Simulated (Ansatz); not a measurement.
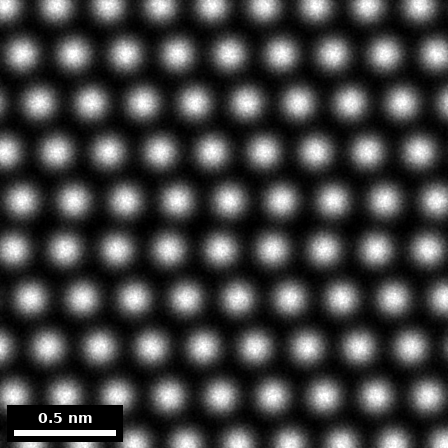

HAADF-like image of Ti (Fm-3m, No. 225) along [110]. Simulated incoherent Z contrast: every atom adds Z^1.7 spread by a probe of 1.24 Å full width; channelling and multiple scattering are left out. Shot noise was added.

One planar defect was built into the perfect crystal by geometry alone, without relaxation. Host structure: the input geometry of a calculation; the starting structure was generated, so it need not be a known form of this composition.

Q: Find the planar defect and say what kind it is.

A planar fault (a stacking fault) runs horizontally about 11 Å below the top edge. The part above it is shifted along the boundary by 1/2 of the 2.55 Å repeat of the rows (1.3 Å to the right, the same as to the left); both parts keep the same orientation.
